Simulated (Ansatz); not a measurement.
## Electronic structure of ZrB in real space

```cif
data_structure
_symmetry_space_group_name_H-M 'P 1'
_symmetry_Int_Tables_number 1
_cell_length_a 3.1571
_cell_length_b 3.1571
_cell_length_c 9.2050
_cell_angle_alpha 90.006
_cell_angle_beta 89.994
_cell_angle_gamma 120.000
_cell_volume 79.45
loop_
_atom_site_label
_atom_site_type_symbol
_atom_site_fract_x
_atom_site_fract_y
_atom_site_fract_z
_atom_site_occupancy
Zr1 Zr 0.00000 0.00000 0.00000 1
Zr2 Zr 0.66667 0.33333 0.33333 1
Zr3 Zr 0.33333 0.66667 0.66667 1
B1 B 0.00000 0.00000 0.50000 1
B2 B 0.33333 0.66667 0.16667 1
B3 B 0.66667 0.33333 0.83333 1
```

Space group R-3m; computed pressure about 15 GPa in this cell; computed without spin polarisation.

Method: DFT PBE+D3(BJ), scalar-relativistic, plane waves, PAW (Ansatz).

Core electrons are frozen (PAW), and the valence fields are smoothed inside the atomic spheres.

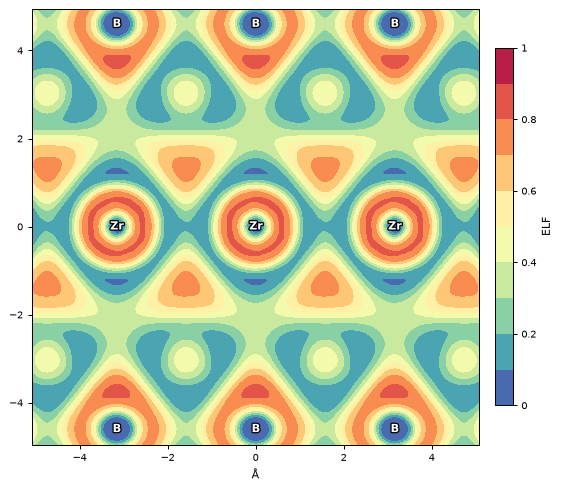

Figure 1. Electron localisation function on the (100) plane of the conventional cell.

### What do the fields say about this system?

The plane passes through Zr and B nuclei. Atoms just off the plane (Zr, 0.9 Å away and B, 0.9 Å away) can leave unmarked features too. Zr–Zr (3.16 Å): the ELF is about 0.20 at the midpoint (no localised pair shows between them). The features right at Zr lie inside the PAW spheres, where the map follows smoothed inner orbitals and isn't to be read closely.

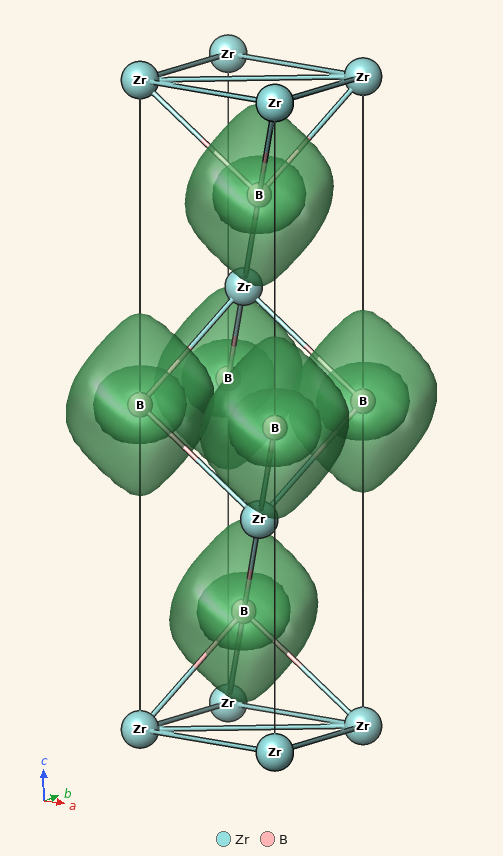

Figure 2. Isosurface of the electron localisation function at 0.65 (green), seen slightly off an axis. Core shells and regions of very low density are left out. Sticks mark near contacts.

### What do the ELF domains correspond to?

At this value the surface marks out three regions wrapped around B (the valence shell of each), counted in one cell of 6 atoms. Any copies at cell faces, edges or corners count once. Profiles from the grid: Zr–B (2.38 Å): the ELF peaks at about 0.70 in the valence shell of B, 0.7 Å from its nucleus, and is about 0.25 at the midpoint.

### Does the calculation make it a metal, or give it a gap?

It is gapless in this calculation (a metal or semimetal).
